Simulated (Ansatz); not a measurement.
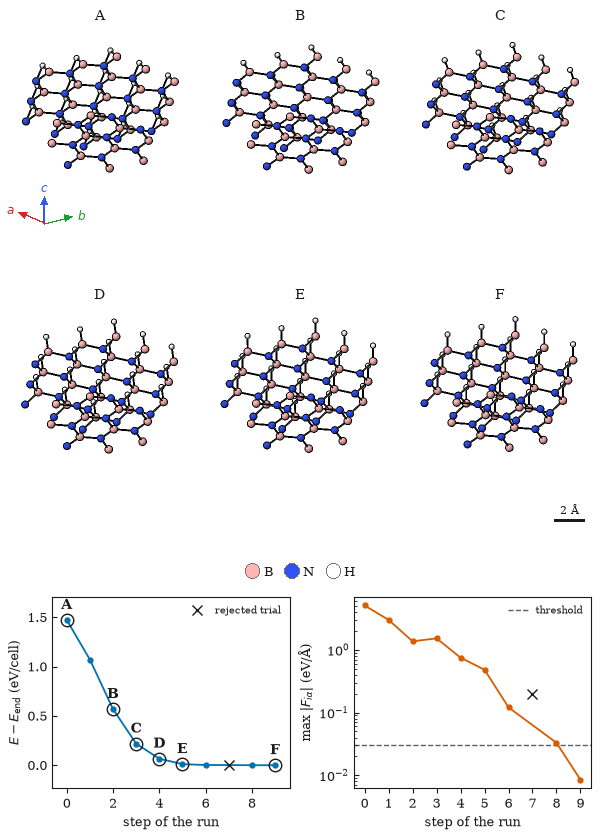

Frames of a constrained relaxation of a slab of composition B₃HN₃ (cut from the R3m phase), marked on the history of the run. Style: ball-and-stick. Shown: the atoms within 5.8 Å of the atom that moves most (axes of the 3 × 3 repeat of the cell, outlined in the plane, without the vacuum), from a free direction.

Case: H put at a bridge B-N site. The slab is the (0 0 1) face of BN with H on it. 2 atoms are held fixed.

These are results of Ansatz 0.2.0, DFT PBE+D3(BJ), scalar-relativistic, plane waves, PAW, not measurements.

The input:
```yaml
crystal:
  lattice:
    - [2.5061138137, 0.0, 0.0]
    - [-1.2530569069, 2.1703582275, 0.0]
    - [0.0, 0.0, 25.5926876598]
  atoms:
    - { symbol: B, position: [0.6666666667, 0.3333333333, 0.3321261179] }
    - { symbol: "N", position: [0.3333333333, 0.6666666667, 0.3322402185] }
    - { symbol: B, position: [0.3333333333, 0.6666666667, 0.4620997201] }
    - { symbol: "N", position: [0.0, 0.0, 0.4621445588] }
    - { symbol: B, position: [0.0, 0.0, 0.5919331885] }
    - { symbol: "N", position: [0.6666666667, 0.3333333333, 0.5920079078] }
    - { symbol: H, position: [0.8333333333, 0.6666666667, 0.6271742026], spin: 1.0 }
basis:
  ecutwfc: 420
kpoints:
  mp_grid: { grid: [12, 12, 1] }
hamiltonian:
  xc: pbe
  dispersion: d3bj
scf:
  occupations: { method: gaussian, width: 0.05 }
output:
  forces: true
  eigenvalues: true
  populations: true
  write_density: true
  write_potential: true
  elf: true
  volumetric_format: npy
magnetization:
  spin_polarized: true
relax:
  adjacent_minimum: "off"
  f_tol: 0.03
  max_steps: 70
  constraints: [{ sites: [0, 1] }]
efield:
  axis: 3
  dipole_correction: true
  ramp_width: 0.04
```

Run as
```bash
ansatz run input.yaml --threads 1 --pin off --max-ram 2560MiB --backend cpu --events-out ev --progress --plain --runs-dir out
```

> What happens along the run?

Over 8 accepted moves (9 points after the start) the energy falls by 1.473 eV per cell of the calculation. The largest force component goes from 5.1 to 0.0085 eV/Å. The line search rejected the trial step at point 7 of the run. The atom that moves furthest is H7 (0.78 Å at 45° to the normal (+c side)). By element the largest moves are H 0.78 Å, N 0.22 Å, B 0.21 Å. The lattice vectors keep their values. Some distances before and after: N6–H7 1.155 → 2.148 Å, B5–H7 1.156 → 1.322 Å, B5–N6 1.447 → 1.471 Å. Among the angles between lasting bonds that change: N6–B5–H7 108.2° → 100.4°, N6–B5–N6 120.0° → 116.8°, B5–N6–B5 120.0° → 116.8°. The program noted that the starting moments weren't kept. Cost: 9.3 min on 1 thread of Arm Neoverse V1, on a shared host, peak memory 0.52 GiB. From step 0 to 2: H7 moves most (0.21 Å), energy −0.904 eV per cell of the calculation. From step 2 to 3: H7 moves most (0.19 Å), energy −0.350 eV per cell of the calculation. From step 3 to 4: H7 moves most (0.19 Å), energy −0.152 eV per cell of the calculation. From step 4 to 5: H7 moves most (0.16 Å), energy −55.6 meV per cell of the calculation. From step 5 to 9: H7 moves most (0.12 Å), energy −10.7 meV per cell of the calculation.

Limits of the set-up: the periodic images lie only 2.5 Å apart, so the values are limited by the cell's size.
